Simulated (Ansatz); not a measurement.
## CaF₂: geometry relaxation (part 2 of 3)

The same run, continued: CaF₂ (slab, 24 atoms in the cell); DFT PBE+D3(BJ), scalar-relativistic, plane waves, PAW, no spin polarisation (Ansatz 0.2.0); cutoff 420 eV, 2×3×1 k-mesh, Gaussian smearing of 0.05 eV. The structure derives from an entry of the Crystallography Open Database. The input holds or restrains some coordinates. Forces given for the steps count only the free coordinates. It belongs to a series of runs on one base structure; here: clean slab, lower planes held.

Geometry of the input (Å; fractional positions):
```
7.7348  0.0000  0.0000
0.0000  5.4693  0.0000
0.0000  0.0000  21.8011
Ca 0.2500  0.5000  0.3670
Ca 0.7500  0.5000  0.3670
F  0.5000  0.7500  0.3670
F  0.0000  0.7500  0.3670
F  0.5000  0.2500  0.3670
F  0.0000  0.2500  0.3670
Ca 0.5000  0.0000  0.4557
Ca 0.0000  0.0000  0.4557
F  0.7500  0.2500  0.4557
F  0.2500  0.2500  0.4557
F  0.7500  0.7500  0.4557
F  0.2500  0.7500  0.4557
Ca 0.7500  0.5000  0.5443
Ca 0.2500  0.5000  0.5443
F  0.0000  0.7500  0.5443
F  0.5000  0.7500  0.5443
F  0.0000  0.2500  0.5443
F  0.5000  0.2500  0.5443
Ca 0.0000  0.0000  0.6330
Ca 0.5000  0.0000  0.6330
F  0.2500  0.2500  0.6330
F  0.7500  0.2500  0.6330
F  0.2500  0.7500  0.6330
F  0.7500  0.7500  0.6330
```

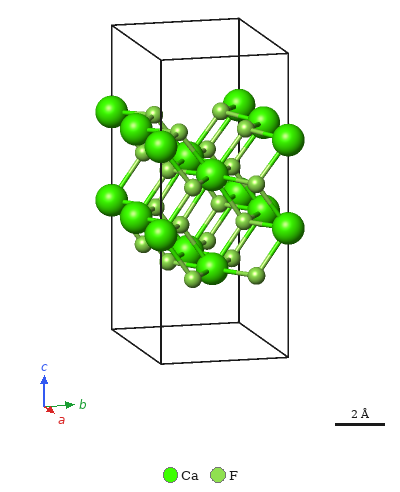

Figure 1. The geometry at step 7 of the log (ball-and-stick view of the cell of the calculation, with the vacuum cut short, seen slightly off an axis).

**What the program printed, continued**
```
SCF iter   1: F=—  HF=-27517.701576 eV  |F-HF|=—  |Δ(HF+E_count)|=         —  Δρ=1.06e-4  dr2=4.23e-4  ethr=2.79e-6  p=-0.194 e·Å  D=-3.81e-2 V/Å  ΔV_dip=0.83 eV  dr2_dipole=1.27e-4  V_vac-E_F(+/−)=4.23/3.40 eV  ⟨swp⟩=2.2  Hψ=907  notcnv=0  defer=66
efield: sawtooth ramp at fractional position 0.9800 (handed on by an earlier solve), width 0.0400; the density the first Hamiltonian is built on has a dipole p = -0.194 e·Å; the dipole correction subtracts the counter field D = -3.81e-2 V/Å, which shifts the + side's vacuum level by +0.83 eV against the − side's; the planar-averaged density in the ramp window peaks in size at 2.3e-7 e/Å³
preconditioner: auto → Resta (q_TF=auto, 2.100 Å⁻¹)  ε∞=1.9  [insulator: Δε(μ)=4.975 eV  Ē_g=17.024 eV  σ=0.050 eV  W_gap=1.00  n_scr=148 (ndim 8)  ℏωp=16.2 eV  f_vac=0.626  D(μ)=0.00/eV (n_scr^D=0)  ε∞_Penn≈1.9  vacuum switching on, ρ_ref=2.1e-2 e/Å³]
SCF iter   2: F=—  HF=-27517.700703 eV  |F-HF|=—  |Δ(HF+E_count)|=   8.73e-4  Δρ=7.28e-5  dr2=7.48e-5  ethr=2.20e-7  p=-0.184 e·Å  D=-3.61e-2 V/Å  ΔV_dip=0.79 eV  dr2_dipole=1.44e-5  V_vac-E_F(+/−)=4.20/3.41 eV  ⟨swp⟩=2.0  Hψ=728  notcnv=0  defer=65
SCF iter   3: F=—  HF=-27517.700678 eV  |F-HF|=—  |Δ(HF+E_count)|=   2.50e-5  Δρ=4.36e-5  dr2=1.16e-5  ethr=3.90e-8  p=-0.178 e·Å  D=-3.50e-2 V/Å  ΔV_dip=0.76 eV  dr2_dipole=3.15e-7  V_vac-E_F(+/−)=4.18/3.41 eV  ⟨swp⟩=2.0  Hψ=726  notcnv=0  defer=65
SCF iter   4: F=—  HF=-27517.700676 eV  |F-HF|=—  |Δ(HF+E_count)|=   1.89e-6  Δρ=1.87e-5  dr2=1.98e-6  ethr=6.04e-9  p=-0.177 e·Å  D=-3.48e-2 V/Å  ΔV_dip=0.76 eV  dr2_dipole=1.60e-9  V_vac-E_F(+/−)=4.17/3.41 eV  ⟨swp⟩=2.0  Hψ=736  notcnv=0  defer=65
SCF iter   5: F=-27517.700676 eV  HF=-27517.700676 eV  |F-HF|=6.70e-9  |Δ(HF+E_count)|=   1.19e-7  Δρ=3.97e-6  dr2=1.08e-7  ethr=5.35e-10  p=-0.177 e·Å  D=-3.48e-2 V/Å  ΔV_dip=0.76 eV  dr2_dipole=2.30e-9  V_vac-E_F(+/−)=4.17/3.41 eV  ⟨swp⟩=19.5  Hψ=4098  notcnv=0
SCF 6 converged in 5 iterations: F = -27517.700676 eV  dr2 = 1.08e-7
relax step   6: F+E_penalty+E_count = -27517.70067566 eV  Δ(F+E_penalty+E_count) = -5.295e-4 eV  max|allowed force component| = 1.671e-3 eV/Å  Δτ_max = 0.0064 Å  (5 SCF iters, dr2 threshold 1.03e-6 eV, accepted)
iter 1 solved again at ethr=5.69e-11 eV; its pass at ethr=3.10e-3 eV (dr2=1.09e-7 eV) is discarded
SCF iter   1: F=—  HF=-27517.701356 eV  |F-HF|=—  |Δ(HF+E_count)|=         —  Δρ=4.50e-6  dr2=1.08e-7  ethr=5.69e-11  p=-0.177 e·Å  D=-3.48e-2 V/Å  ΔV_dip=0.76 eV  dr2_dipole=9.71e-10  V_vac-E_F(+/−)=4.17/3.41 eV  ⟨swp⟩=2.0  Hψ=1224  notcnv=0
efield: sawtooth ramp at fractional position 0.9800 (handed on by an earlier solve), width 0.0400; the density the first Hamiltonian is built on has a dipole p = -0.177 e·Å; the dipole correction subtracts the counter field D = -3.48e-2 V/Å, which shifts the + side's vacuum level by +0.76 eV against the − side's; the planar-averaged density in the ramp window peaks in size at 2.2e-7 e/Å³
preconditioner: auto → Resta (q_TF=auto, 2.100 Å⁻¹)  ε∞=1.9  [insulator: Δε(μ)=5.000 eV  Ē_g=17.022 eV  σ=0.050 eV  W_gap=1.00  n_scr=148 (ndim 8)  ℏωp=16.2 eV  f_vac=0.626  D(μ)=0.00/eV (n_scr^D=0)  ε∞_Penn≈1.9  vacuum switching on, ρ_ref=2.1e-2 e/Å³]
SCF iter   2: F=—  HF=-27517.700676 eV  |F-HF|=—  |Δ(HF+E_count)|=   6.80e-4  Δρ=2.67e-6  dr2=3.91e-8  ethr=5.21e-11  p=-0.177 e·Å  D=-3.48e-2 V/Å  ΔV_dip=0.76 eV  dr2_dipole=2.45e-10  V_vac-E_F(+/−)=4.17/3.41 eV  ⟨swp⟩=7.5  Hψ=3409  notcnv=0
SCF iter   3: F=-27517.700676 eV  HF=-27517.700676 eV  |F-HF|=6.86e-9  |Δ(HF+E_count)|=   2.65e-8  Δρ=1.36e-6  dr2=9.28e-9  ethr=2.04e-11  p=-0.177 e·Å  D=-3.48e-2 V/Å  ΔV_dip=0.76 eV  dr2_dipole=2.04e-12  V_vac-E_F(+/−)=4.17/3.41 eV  ⟨swp⟩=6.8  Hψ=2895  notcnv=0
SCF 7 converged in 3 iterations: F = -27517.700676 eV  dr2 = 9.28e-9
relax step   7: F+E_penalty+E_count = -27517.70067568 eV  Δ(F+E_penalty+E_count) = -2.213e-8 eV  max|allowed force component| = 1.705e-3 eV/Å  Δτ_max = 0.0000 Å  (3 SCF iters, accepted)
```

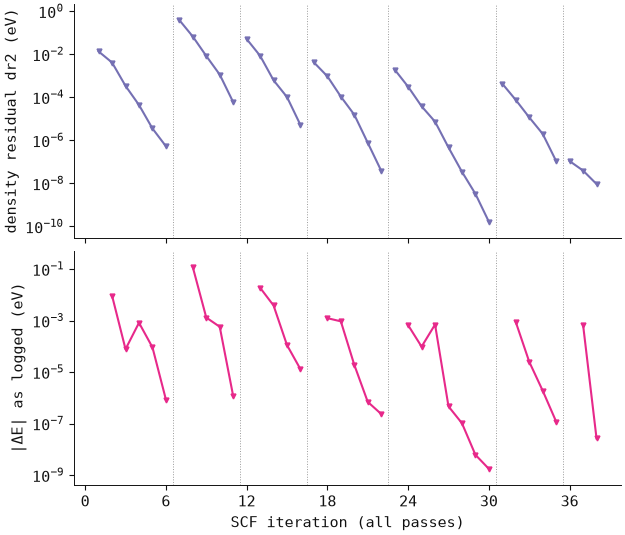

Figure 2. Convergence of the self-consistent field: density residual dr2 and size of the energy change against the SCF iteration. The dotted lines part the SCF passes of the relaxation: geometry steps, rejected trials and re-solves on a re-selected basis. The 7 passes take 3 to 8 iterations each, 38 in all.

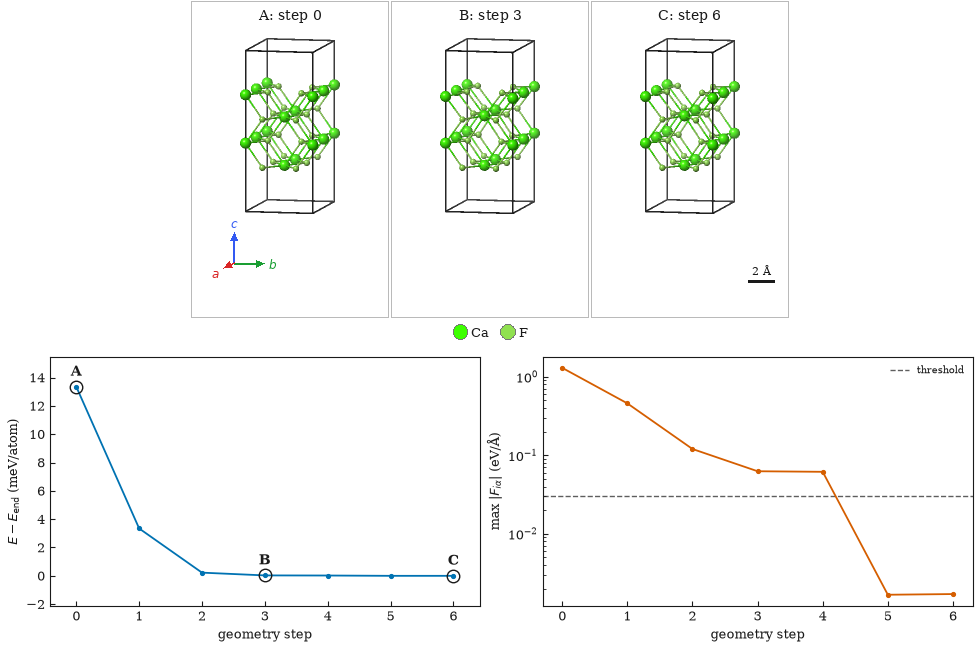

Figure 3. Frames of the restrained relaxation (ball-and-stick view of the cell of the calculation, with the vacuum cut short, seen slightly off an axis) above the curves, on which the letters mark them (the first geometry is step 0 here and step 1 in the log).

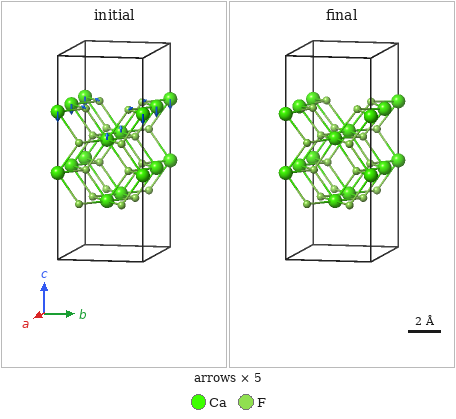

Figure 4. Before (left) and after (right) the restrained relaxation, at one scale (ball-and-stick view of the cell of the calculation, with the vacuum cut short, seen slightly off an axis). The blue arrows give the displacements, magnified 5 times. Over 6 geometry steps the energy falls by 13.3 meV per atom. The largest force component goes from 1.3 to 0.0017 eV/Å. The largest moves, 0.14 Å, are those of Ca19 and Ca20. By element the largest moves are Ca 0.14 Å, F 0.07 Å. The cell doesn't change. Among the contacts that change: F15–Ca19 2.368 → 2.259 Å, F10–Ca14 2.368 → 2.448 Å, Ca19–F21 2.368 → 2.339 Å, Ca13–F22 2.368 → 2.360 Å. Among the angles that change: F21–Ca19–F24 180.0° → 171.3°, F15–Ca19–F17 70.5° → 74.9°, F15–Ca19–F21 109.5° → 113.5°. (Atoms are counted from 1 in the order of the input.)

```
WARN: The output density's exchange-correlation potential varies sharply where the density is thin. Do not read a vacuum level from v_tot or v_xc, or from such a field of the output density. On a cell that repeats whose density bears no net charge and no dipole along the vacuum's axis use v_es (v_loc + v_h of the components); under efield.dipole_correction with no amplitude use v_es + v_field, which holds any external_charges[].barrier, or the levels of the report's work_function block, which leave it out; under a non-zero efield.amplitude the vacuum is tilted and has no level; on a cell that repeats and bears such a dipole with no correction it is tilted too, and efield.dipole_correction with no amplitude gives each side of its ramp a level where efield: is served; in a cell that repeats whose density bears a net charge (total_charge, or a fill off its count) it is curved and has none; of a slab under crystal.periodic whose density bears no net charge use v_es, which has a level on each side, short of where the two are joined; of another it falls or rises all the way out and has none; of a slab beside external_charges read slab_vacuum_level instead, which it has where they leave it neutral. The grid or the basis barely resolves most such structure, and the values can differ between equally converged runs; as a rule a tighter scf.convergence.dr2_threshold does not remove it. Where the density itself ripples (under the LDA too) a higher basis.ecutwfc lessens it. The files hold the spikes' plane waves up to the density's cutoff. Files: v_tot_of_output_density and the like, and their columns of v_z.tsv (output.write_potential); v_xc_of_output_density and the like, and their columns of v_comp_z.tsv (output.write_potential_components). Measured: with its Gaussian average of σ = 0.25 Å subtracted twice, the exchange-correlation potential is over 0.1 eV at 322 of the grid points where the equally averaged density (valence and model cores) is under 1e-3 e/Å³, and 0.451 eV at the most among them, at an averaged density of 9.9e-4 e/Å³. The input density's (outcome.potential() and, of a run that writes arrays, v_tot and v_xc) is over 0.1 eV, so measured, at 296 points of its own thin density, 0.451 eV at the most. See output.write_potential in the manual, Limitations
SCF converged after 3 iterations
Free energy (F): -27517.700676 eV
Harris-Foulkes:  -27517.700676 eV  (|F-HF|=6.86e-9)
Internal energy: -27517.700676 eV  (E = F + TS)
E sigma→0 (E₀):  -27517.700676 eV
Fermi energy:    -0.222756 eV
Dipole field:    D = -0.034770 V/Å  (p = -0.177216 e·Å, saw-weighted, corrected)
Work function:   Φ+ = 4.1715 eV   Φ− = 3.4135 eV
Levels:          The Fermi level and band energies are counted from a zero that moves with the ramp; work functions are not
--- Per-component energies (eV) ---
  E_band       = -2756.241710
  E_kinetic    = 5538.940818
  E_local      = -137064.316196  (includes V_loc(G=0)·N_el)
  E_nonlocal   = 1679.765751
  E_hartree    = 65842.550148
  E_xc         = -2388.313410
  E_vxc        = -3023.199129  (∫ρ·V_xc dr)
  E_paw        = -10074.686581  (= ΣΔE_a)
  E_vpaw       = -1572.572612  (= ΣTr[D̂ρ^β])
  E_aug_tail   = 0.032810  (compensation charges beyond the density's cutoff)
  E_efield     = 0.003081  (sawtooth field / dipole correction)
  E_vefield    = 0.015869  (∫n·V_field dr)
  E_ewald      = 48950.972655
  E_disp       = -2.649751  (pairwise vdW)
  E_smearing   = -0.000000  (= −TS)
  E_closure    = 0.000000  (closes the sum)
  Σ components = -27517.700676   (vs F -27517.700676, Δ=0.00e0)
--- Forces (eV/Å), atoms counted from 1 ---
  atom   1  Ca     0.00000000     0.00000000     1.34727497
  atom   2  Ca     0.00000000     0.00000000     1.34727497
  atom   3  F      0.00000000    -0.54703553    -0.41090026
  atom   4  F     -0.00000000    -0.54703553    -0.41090026
  atom   5  F      0.00000000     0.54703553    -0.41090026
  atom   6  F      0.00000000     0.54703553    -0.41090026
  atom   7  Ca     0.00000000     0.00000000    -0.62434586
  atom   8  Ca     0.00000000     0.00000000    -0.62434586
  atom   9  F     -0.00000000     0.15432149     0.05146698
  atom  10  F     -0.00000000     0.15432149     0.05146698
  atom  11  F      0.00000000    -0.15432149     0.05146698
  atom  12  F      0.00000000    -0.15432149     0.05146698
  atom  13  Ca     0.00000000     0.00000000     0.00000232
  atom  14  Ca     0.00000000     0.00000000     0.00000232
  atom  15  F      0.00000000    -0.00032608    -0.00082109
  atom  16  F      0.00000000    -0.00032608    -0.00082109
  atom  17  F      0.00000000     0.00032608    -0.00082109
  atom  18  F      0.00000000     0.00032608    -0.00082109
  atom  19  Ca     0.00000000     0.00000000     0.00096597
  atom  20  Ca     0.00000000     0.00000000     0.00096597
  atom  21  F      0.00000000     0.00152064    -0.00170485
  atom  22  F      0.00000000     0.00152064    -0.00170485
  atom  23  F      0.00000000    -0.00152064    -0.00170485
  atom  24  F      0.00000000    -0.00152064    -0.00170485
  max |Σ_I F_I| component: 4.21e-5 eV/Å
--- Band table (eV) ---
  k-point 0: bands = ["-40.1839", "-40.1743", "-39.7791", "-39.7675", "-39.4562", "-39.4455", "-39.2199", "-39.2096", "-23.8175", "-23.5949", "-23.5667", "-23.3379", "-23.2579", "-23.0792", "-23.0090", "-22.9639", "-22.9629", "-22.7421", "-22.5395", "-22.4415", "-22.3699", "-22.2690", "-22.2494", "-22.1917", "-21.2065", "-21.1598", "-21.0889", "-21.0623", "-20.8424", "-20.7650", "-20.7478", "-20.7031", "-20.6930", "-20.6298", "-20.5305", "-20.4859", "-20.4807", "-20.3641", "-20.2308", "-20.2292", "-20.1884", "-20.1300", "-20.1015", "-20.0322", "-19.9812", "-19.8205", "-19.7841", "-19.7679", "-5.9361", "-5.7741", "-5.6868", "-5.4964", "-5.3955", "-5.2997", "-5.1671", "-5.1167", "-5.0553", "-4.9554", "-4.9265", "-4.9149", "-4.8898", "-4.8764", "-4.8522", "-4.8117", "-4.6181", "-4.4881", "-4.4872", "-4.4615", "-4.3244", "-4.2896", "-4.2886", "-4.2528", "-4.0176", "-4.0150", "-3.9838", "-3.9639", "-3.8660", "-3.8595", "-3.7799", "-3.7105", "-3.6717", "-3.6639", "-3.6542", "-3.6209", "-3.5807", "-3.5416", "-3.5141", "-3.5031", "-3.4348", "-3.3483", "-3.3420", "-3.2961", "-2.8545", "-2.8155", "-2.7557", "-2.7227", "2.2772", "2.9613", "3.6870", "3.9638", "4.4967", "4.5513", "4.5888", "4.6571", "4.7809", "4.8157", "4.8500", "4.9816", "5.0661", "5.2957", "5.3030", "5.3196", "5.3440", "5.3551", "5.5345", "5.5638", "5.7807", "5.8397", "5.8900", "5.9125"]
  k-point 1: bands = ["-40.1839", "-40.1743", "-39.7786", "-39.7675", "-39.4564", "-39.4455", "-39.2202", "-39.2096", "-23.7154", "-23.6362", "-23.5074", "-23.3954", "-23.2267", "-23.0897", "-22.9851", "-22.9701", "-22.8906", "-22.8644", "-22.5237", "-22.4481", "-22.3876", "-22.3345", "-22.3078", "-22.2614", "-21.1662", "-21.1639", "-21.1083", "-21.0617", "-20.7865", "-20.7862", "-20.7535", "-20.7249", "-20.6887", "-20.5430", "-20.4879", "-20.4835", "-20.4780", "-20.2841", "-20.2642", "-20.2434", "-20.2310", "-20.1015", "-20.0152", "-19.9745", "-19.9452", "-19.9226", "-19.8626", "-19.8145", "-5.5676", "-5.4996", "-5.4971", "-5.2741", "-5.1985", "-5.1903", "-5.1448", "-5.1107", "-5.1057", "-5.0289", "-4.9483", "-4.7568", "-4.6756", "-4.6701", "-4.6418", "-4.5885", "-4.5168", "-4.5026", "-4.4984", "-4.4777", "-4.4608", "-4.3172", "-4.3121", "-4.2800", "-4.1662", "-4.1272", "-3.9517", "-3.9500", "-3.9190", "-3.9032", "-3.8312", "-3.8024", "-3.7783", "-3.7491", "-3.6866", "-3.6414", "-3.5874", "-3.5449", "-3.5203", "-3.5130", "-3.4972", "-3.4888", "-3.4686", "-3.4442", "-3.2509", "-3.2442", "-3.2239", "-3.1460", "2.7453", "3.4645", "4.1646", "4.2591", "4.3768", "4.6025", "4.8107", "4.8551", "4.8618", "5.0791", "5.1176", "5.1559", "5.1931", "5.3259", "5.3647", "5.4115", "5.4429", "5.6735", "5.7050", "5.7144", "5.7354", "5.7698", "5.8245", "5.9193"]
  k-point 2: bands = ["-40.1791", "-40.1791", "-39.7733", "-39.7733", "-39.4509", "-39.4509", "-39.2148", "-39.2148", "-23.7097", "-23.7097", "-23.4314", "-23.4314", "-23.2149", "-23.2149", "-22.8497", "-22.8497", "-22.7995", "-22.7995", "-22.7348", "-22.7348", "-22.3061", "-22.3061", "-22.2326", "-22.2326", "-21.1897", "-21.1897", "-20.9219", "-20.9219", "-20.8275", "-20.8275", "-20.7903", "-20.7903", "-20.6195", "-20.6195", "-20.5310", "-20.5310", "-20.3159", "-20.3159", "-20.2425", "-20.2425", "-20.1696", "-20.1696", "-19.9563", "-19.9563", "-19.9364", "-19.9364", "-19.9317", "-19.9317", "-5.7338", "-5.7338", "-5.4251", "-5.4251", "-5.4029", "-5.4029", "-5.2286", "-5.2286", "-5.1371", "-5.1371", "-5.0728", "-5.0728", "-4.7197", "-4.7197", "-4.6691", "-4.6691", "-4.6517", "-4.6517", "-4.5180", "-4.5180", "-4.3785", "-4.3785", "-4.3535", "-4.3535", "-3.9860", "-3.9860", "-3.9481", "-3.9481", "-3.8190", "-3.8190", "-3.7953", "-3.7953", "-3.6084", "-3.6084", "-3.6044", "-3.6044", "-3.5836", "-3.5836", "-3.5623", "-3.5623", "-3.4116", "-3.4116", "-3.3213", "-3.3213", "-2.7909", "-2.7909", "-2.7614", "-2.7614", "2.8573", "2.8573", "3.5564", "3.5564", "4.3147", "4.3147", "4.8205", "4.8205", "4.8814", "4.8814", "4.9510", "4.9510", "5.1821", "5.1821", "5.2590", "5.2590", "5.3184", "5.3184", "5.5262", "5.5262", "5.7902", "5.7902", "5.8755", "5.8755"]
```
